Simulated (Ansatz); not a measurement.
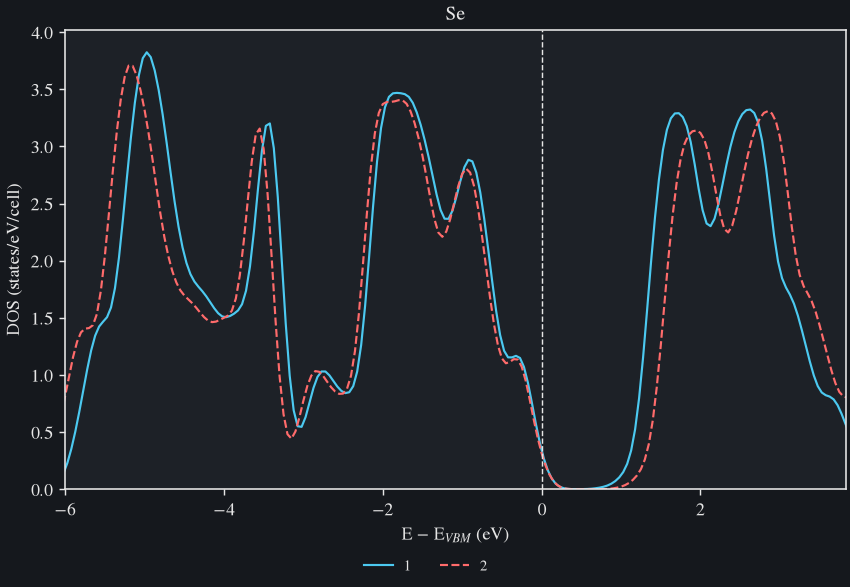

Total densities of states of Se, space group P3_121 (No. 152), 3 atoms in the cell, by two methods on the same cell. The curves are built from the levels of the k mesh with Gaussians 0.3 eV wide, which also blur the band edges. Each is counted from its own valence-band top.

> Which curve is which? The methods: r2SCAN, PBE.

1 is PBE; 2 is r2SCAN. PBE gives a gap of 0.83 eV and r2SCAN gives a gap of 1.06 eV.

Settings. PBE: DFT, PBE, plane waves, PAW, no spin polarisation, 12×12×6 k mesh, 420 eV cutoff, Fermi-Dirac smearing of 0.02 eV (Ansatz). r2SCAN: DFT, r2SCAN, plane waves, PAW, no spin polarisation, 12×12×6 k mesh, 500 eV cutoff (Ansatz 0.2.0).

The atoms aren't at rest in this cell (largest force 0.3 eV/Å), so the relaxed material can differ.
